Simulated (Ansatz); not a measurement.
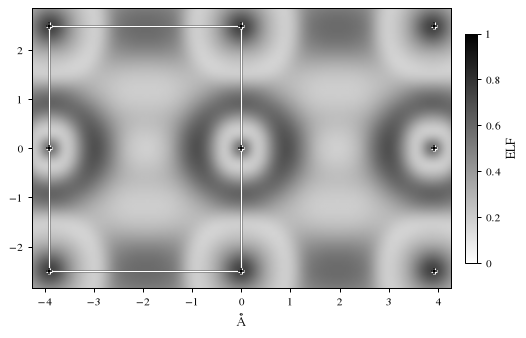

The electron localisation function on a plane through atoms (crosses mark nuclei in the plane).

All numbers below come from Ansatz, Kohn-Sham DFT of a periodic cell, PBE, Ansatz PAW.

Candidates:
A. Li2O, a = 4.65 Å, b = 4.65 Å, c = 4.65 Å, α = 90.00°, β = 90.00°, γ = 90.00°. Space group Fm-3m; a structure from a database of computed crystals, not necessarily the ambient phase.
B. SiNi2, a = 3.91 Å, b = 3.91 Å, c = 4.99 Å, α = 90.00°, β = 90.00°, γ = 120.00°. Space group P6₃/mmc; the program warned that a starting moment wasn't kept; spin-polarised, but the moments vanished.
C. NaCl, a = 4.33 Å, b = 4.51 Å, c = 6.25 Å, α = 90.00°, β = 90.00°, γ = 90.00°. Space group Imm2; a generated structure, not necessarily the stable one.

Q: Which candidate gave the map?

A: Candidate B: SiNi2 on the (010) plane of the conventional cell, which holds Ni and Si. Si–Ni (2.49 Å): the ELF peaks at about 0.60 in the valence shell of Si, 0.9 Å from its nucleus, and is about 0.40 at the midpoint.
